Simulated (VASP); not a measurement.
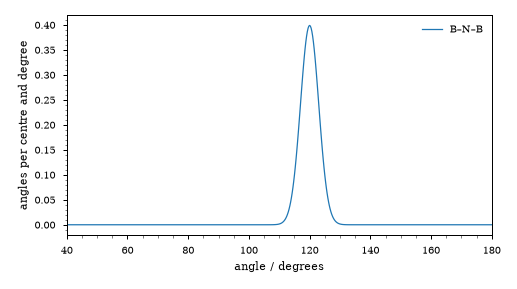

Bond-angle distributions computed from the structure of BN; each angle is a Gaussian of σ = 3.0°. Bonds counted: B–N up to 1.80 Å. Structure used: the end point of a relaxation with VASP 6.6.1, VASP Kohn-Sham DFT of a periodic cell, optB86b-vdW, VASP PAW PBE potentials, recommended.

Question: Give the groups of angles for each curve.

Answer: B–N–B: 120° (3 per centre)

Question: What coordination geometry do the angles point to, counting the bonds named above alone?

Answer: N has 3 B neighbours in a trigonal planar arrangement.

The structure has space group R3m (No. 160); other forms of this composition would give other results.
